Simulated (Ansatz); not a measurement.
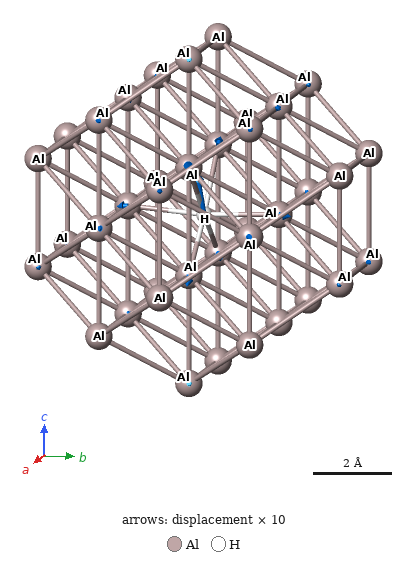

A relaxation of a defect cell of composition Al₂₇H. The starting structure is drawn; blue arrows show the displacements, 10 times their true length.

A ball-and-stick model of the atoms within 5.8 Å of the atom that moves most (axes of the conventional cell (2 times the calculation's cell)), seen slightly off an axis. Lengths and directions refer to the drawn axes.

Case: H interstitial, charge +0, atoms relaxed.

Computed with DFT PBE, scalar-relativistic, plane waves, PAW (Ansatz 0.2.0).

Input
```yaml
crystal:
  lattice:
    - [-6.0624313821, -6.0624313821, 0.0]
    - [-6.0624313821, 0.0, -6.0624313821]
    - [0.0, -6.0624313821, -6.0624313821]
  atoms:
    - { symbol: Al, position: [0.6666666667, 0.6666666667, 0.6666666667] }
    - { symbol: Al, position: [0.3333333333, 0.6666666667, 0.6666666667] }
    - { symbol: Al, position: [0.0, 0.6666666667, 0.6666666667] }
    - { symbol: Al, position: [0.6666666667, 0.3333333333, 0.6666666667] }
    - { symbol: Al, position: [0.3333333333, 0.3333333333, 0.6666666667] }
    - { symbol: Al, position: [0.0, 0.3333333333, 0.6666666667] }
    - { symbol: Al, position: [0.6666666667, 0.0, 0.6666666667] }
    - { symbol: Al, position: [0.3333333333, 0.0, 0.6666666667] }
    - { symbol: Al, position: [0.0, 0.0, 0.6666666667] }
    - { symbol: Al, position: [0.6666666667, 0.6666666667, 0.3333333333] }
    - { symbol: Al, position: [0.3333333333, 0.6666666667, 0.3333333333] }
    - { symbol: Al, position: [0.0, 0.6666666667, 0.3333333333] }
    - { symbol: Al, position: [0.6666666667, 0.3333333333, 0.3333333333] }
    - { symbol: Al, position: [0.3333333333, 0.3333333333, 0.3333333333] }
    - { symbol: Al, position: [0.0, 0.3333333333, 0.3333333333] }
    - { symbol: Al, position: [0.6666666667, 0.0, 0.3333333333] }
    - { symbol: Al, position: [0.3333333333, 0.0, 0.3333333333] }
    - { symbol: Al, position: [0.0, 0.0, 0.3333333333] }
    - { symbol: Al, position: [0.6666666667, 0.6666666667, 0.0] }
    - { symbol: Al, position: [0.3333333333, 0.6666666667, 0.0] }
    - { symbol: Al, position: [0.0, 0.6666666667, 0.0] }
    - { symbol: Al, position: [0.6666666667, 0.3333333333, 0.0] }
    - { symbol: Al, position: [0.3333333333, 0.3333333333, 0.0] }
    - { symbol: Al, position: [0.0, 0.3333333333, 0.0] }
    - { symbol: Al, position: [0.6666666667, 0.0, 0.0] }
    - { symbol: Al, position: [0.3333333333, 0.0, 0.0] }
    - { symbol: Al, position: [0.0, 0.0, 0.0] }
    - { symbol: H, position: [0.8376421887, 0.8179159231, 0.8311714956] }
basis:
  ecutwfc: 420
  xc_grid: 2
kpoints:
  mp_grid: { grid: [3, 3, 3], shift: [0.0, 0.0, 0.0] }
hamiltonian:
  xc: pbe
scf:
  occupations: { method: gaussian, width: 0.1 }
output:
  forces: true
  stress: false
  eigenvalues: true
  write_density: true
  write_potential: true
  elf: true
  volumetric_format: npy
relax:
  adjacent_minimum: "off"
  f_tol: 0.02
  max_steps: 60
```

Command:
```bash
ansatz run input.yaml --threads 4 --pin off --max-ram 8192MiB --backend cpu --events-out ev --progress --plain --runs-dir out
```

Question: Which element moves most?

Answer: Hydrogen: up to 0.12 Å, against 0.03 Å for aluminium.

Question: Describe the change and its energy.

Answer: H28 moves most: 0.12 Å roughly along [1 0 3]. By element the largest moves are H 0.12 Å, Al 0.03 Å. The lattice vectors keep their values. Among the contacts that change: Al3–H28 1.915 → 2.050 Å, Al19–H28 1.956 → 2.052 Å, Al25–H28 2.128 → 2.052 Å, Al19–Al21 2.858 → 2.902 Å. The energy falls by 34.4 meV per cell of the calculation in 4 geometry steps. The largest force component goes from 0.34 to 0.0031 eV/Å.
